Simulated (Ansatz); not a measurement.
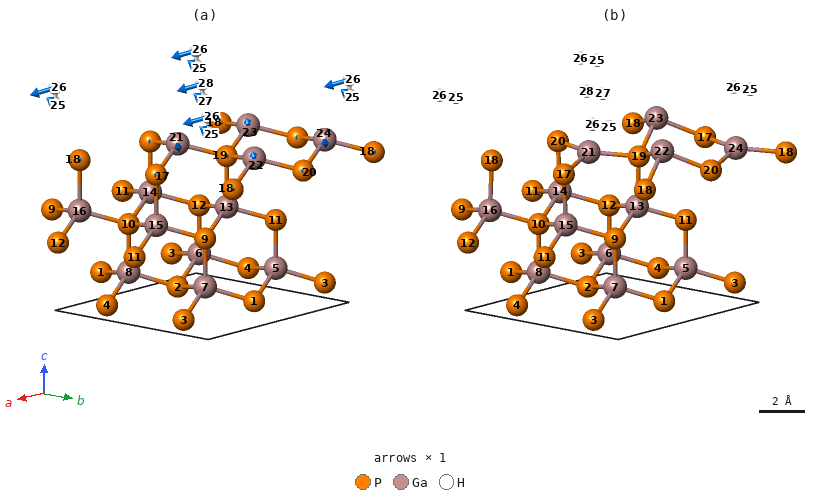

The structure of a slab of composition Ga3P3H (cut from the F-43m phase) before (left) and after (right) a constrained relaxation, at one scale. The blue arrows give the displacements, at their true length.

The picture is a ball-and-stick view of the cell of the calculation, outlined in the plane, without the vacuum (origin shifted), seen from a free direction.

Case: 2 H2 a cell, upright, over a bridge Ga-P site. The slab is the (1 1 1) face of GaP with H2 on it. 12 atoms are held fixed.

The calculation used DFT PBE+D3(BJ), scalar-relativistic, plane waves, PAW in Ansatz.

The input:
```yaml
crystal:
  lattice:
    - [7.7015734665, 0.0, 0.0]
    - [-3.8507867332, 6.6697582711, 0.0]
    - [0.0, 0.0, 25.8243469535]
  atoms:
    - { symbol: P, position: [0.5, 0.0, 0.3097851812] }
    - { symbol: P, position: [0.5, 0.5, 0.3097851812] }
    - { symbol: P, position: [0.0, 0.0, 0.3097851812] }
    - { symbol: P, position: [0.0, 0.5, 0.3097851812] }
    - { symbol: Ga, position: [0.1666666667, 0.8333333333, 0.340223068] }
    - { symbol: Ga, position: [0.1666666667, 0.3333333333, 0.340223068] }
    - { symbol: Ga, position: [0.6666666667, 0.8333333333, 0.340223068] }
    - { symbol: Ga, position: [0.6666666667, 0.3333333333, 0.340223068] }
    - { symbol: P, position: [0.6666666667, 0.8333333333, 0.4315367285] }
    - { symbol: P, position: [0.6666666667, 0.3333333333, 0.4315367285] }
    - { symbol: P, position: [0.1666666667, 0.8333333333, 0.4315367285] }
    - { symbol: P, position: [0.1666666667, 0.3333333333, 0.4315367285] }
    - { symbol: Ga, position: [0.3333333333, 0.6666666667, 0.4595772052] }
    - { symbol: Ga, position: [0.3333333333, 0.1666666667, 0.4595772052] }
    - { symbol: Ga, position: [0.8333333333, 0.6666666667, 0.4595772052] }
    - { symbol: Ga, position: [0.8333333333, 0.1666666667, 0.4595772052] }
    - { symbol: P, position: [0.8333333333, 0.6666666667, 0.5556507808] }
    - { symbol: P, position: [0.8333333333, 0.1666666667, 0.5556507808] }
    - { symbol: P, position: [0.3333333333, 0.6666666667, 0.5556507808] }
    - { symbol: P, position: [0.3333333333, 0.1666666667, 0.5556507808] }
    - { symbol: Ga, position: [0.5, 0.5, 0.581803061] }
    - { symbol: Ga, position: [0.5, 0.0, 0.581803061] }
    - { symbol: Ga, position: [0.0, 0.5, 0.581803061] }
    - { symbol: Ga, position: [0.0, 0.0, 0.581803061] }
    - { symbol: H, position: [0.9166666667, 1.0833333333, 0.6654450599] }
    - { symbol: H, position: [0.9166666667, 1.0833333333, 0.6944874206] }
    - { symbol: H, position: [1.4166666667, 1.5833333333, 0.6654450599] }
    - { symbol: H, position: [1.4166666667, 1.5833333333, 0.6944874206] }
basis:
  ecutwfc: 420
kpoints:
  mp_grid: { grid: [3, 3, 1] }
hamiltonian:
  xc: pbe
  dispersion: d3bj
scf:
  occupations: { method: gaussian, width: 0.05 }
output:
  forces: true
  eigenvalues: true
  write_density: true
  write_potential: true
  elf: true
  volumetric_format: npy
relax:
  adjacent_minimum: "off"
  f_tol: 0.04
  max_steps: 100
  constraints: [{ sites: [0, 1, 2, 3, 4, 5, 6, 7, 8, 9, 10, 11] }]
efield:
  axis: 3
  dipole_correction: true
  ramp_width: 0.04
```

Launched with:
```bash
ansatz run input.yaml --threads 4 --pin off --max-ram 10240MiB --backend cpu --events-out ev --progress --plain --runs-dir out
```

Describe what moved and what it gained.

Answer. Over 20 accepted moves (23 points after the start) the energy falls by 0.334 eV per cell of the calculation. Largest force component: 0.4 eV/Å at the start, 0.027 eV/Å at the end. The line search rejected the trial steps at points 8, 11, 16 of the run. The forces were under the threshold at step 17, but the run went on from there. The largest moves, 1.20 Å, are those of H26 and H28. H28 goes at 74° to the normal (−c side). By element the largest moves are H 1.20 Å, Ga 0.41 Å, P 0.10 Å. The cell doesn't change. Some distances before and after: P17–Ga23 2.324 → 2.424 Å, P18–Ga22 2.324 → 2.381 Å, P18–Ga24 2.324 → 2.292 Å, Ga13–P19 2.481 → 2.449 Å. Bond angles that change, for instance: P17–Ga23–P18 111.9° → 99.8°, Ga16–P18–Ga24 106.9° → 95.1°, Ga16–P18–Ga22 106.9° → 117.0°. Cost: 8.5 min on 4 threads of Intel(R) Xeon(R) Platinum 8488C (Sapphire Rapids), with other jobs on the host, peak memory 3.3 GiB.

Limits of the set-up: the periodic images lie only 7.7 Å apart, so the values are limited by the cell's size.
